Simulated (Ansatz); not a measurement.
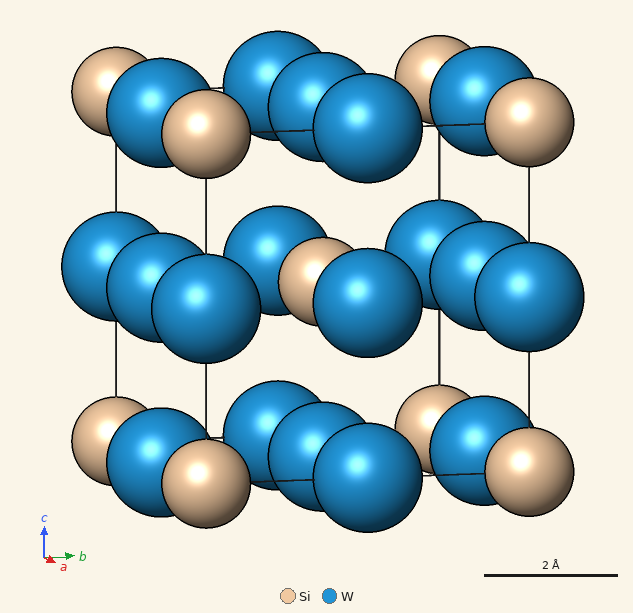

Figure: spheres-only view slightly off an axis. The conventional unit cell is drawn as a box.

SiW3, space group I4/mmm (No. 139), a = 5.08 Å, b = 5.08 Å, c = 5.34 Å, α = 90.00°, β = 90.00°, γ = 90.00°.

Theory: DFT PBE, scalar-relativistic, plane waves, PAW in Ansatz. Numerical settings: a kinetic-energy cutoff of 420 eV, k-points about 0.13 Å⁻¹ apart, Gaussian smearing of 0.15 eV, no spin polarisation.

> Is the electronic structure metallic or gapped?

A metal: bands cross the Fermi level.

> How far is the cell from zero pressure?

The computed pressure is 6.2 GPa (compressed: it would expand). The stress isn't hydrostatic: its largest component is 11.9 GPa.

The cell started as a structure listed in the Materials Project. The cell was then strained or its atoms displaced on purpose. It went into a calculation with Ansatz.

At this level of theory the run's own cell isn't at rest (compressed, at 6 GPa), so its distances can differ from those at equilibrium, the more so the softer the solid.
